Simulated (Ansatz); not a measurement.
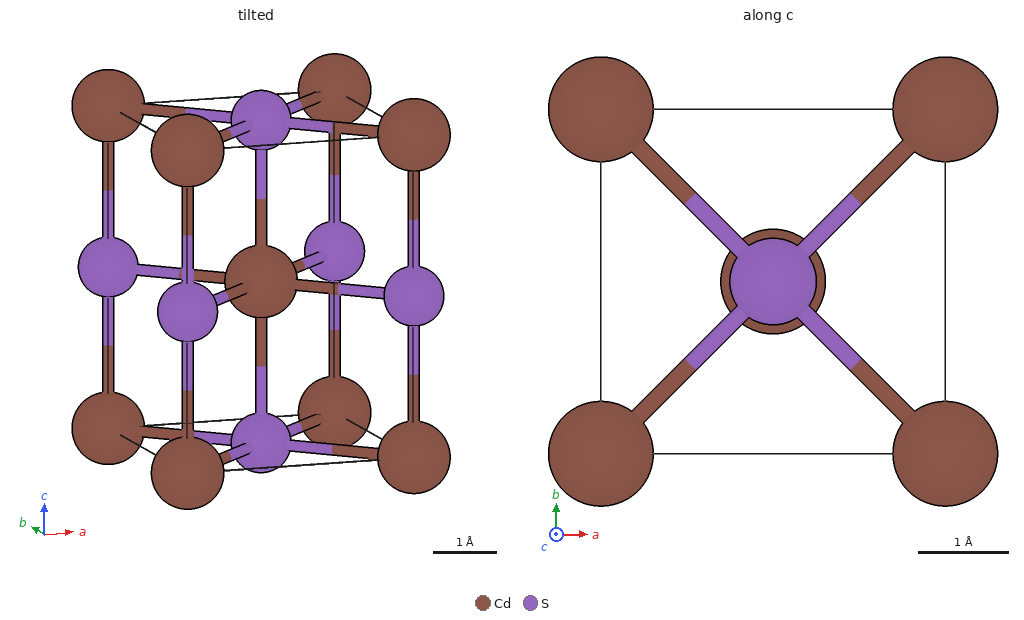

An orthographic ball-and-stick view of the structure, slightly off an axis and along the c axis. The parallelepiped is the conventional unit cell.

CdS, space group I4/mmm (No. 139), a = 3.856 Å, b = 3.856 Å, c = 5.290 Å, α = 90.00°, β = 90.00°, γ = 90.00°. The model was built from a structure type filled with these elements by a generator (whether the compound takes this form wasn't checked). The cell was then strained or its atoms displaced on purpose. A calculation with Ansatz used it as input.

This one geometry was computed with Ansatz (DFT, plane waves, PAW) at three levels of theory: r2SCAN, PBE and HSE06. It was relaxed with r2SCAN and then strained.

**Which level gives the highest pressure at this volume, and what does that say about its equilibrium volume?**

Highest: PBE (4.5 GPa), which points to the largest equilibrium volume. Lowest, with the smallest volume: r2SCAN (2.9 GPa) and HSE06 (2.8 GPa). Levels within 0.5 GPa of each other can't be told apart.

**How does the band gap change with the level of theory?**

PBE: a gap of 0.08 eV, indirect; r2SCAN: a gap of 0.56 eV, indirect; HSE06: a gap of 1.06 eV, indirect.

**Collect the results in a table.**

| level | cutoff (eV) | k-mesh of the run's cell | gap (eV) | pressure (GPa) |
| --- | --- | --- | --- | --- |
| r2SCAN | 500 | 8×8×8 | 0.56 | 2.9 |
| PBE | 420 | 8×8×8 | 0.08 | 4.5 |
| HSE06 | 420 | 6×6×6 | 1.06 | 2.8 |

Gaps are taken on the k-mesh or band path of each run.
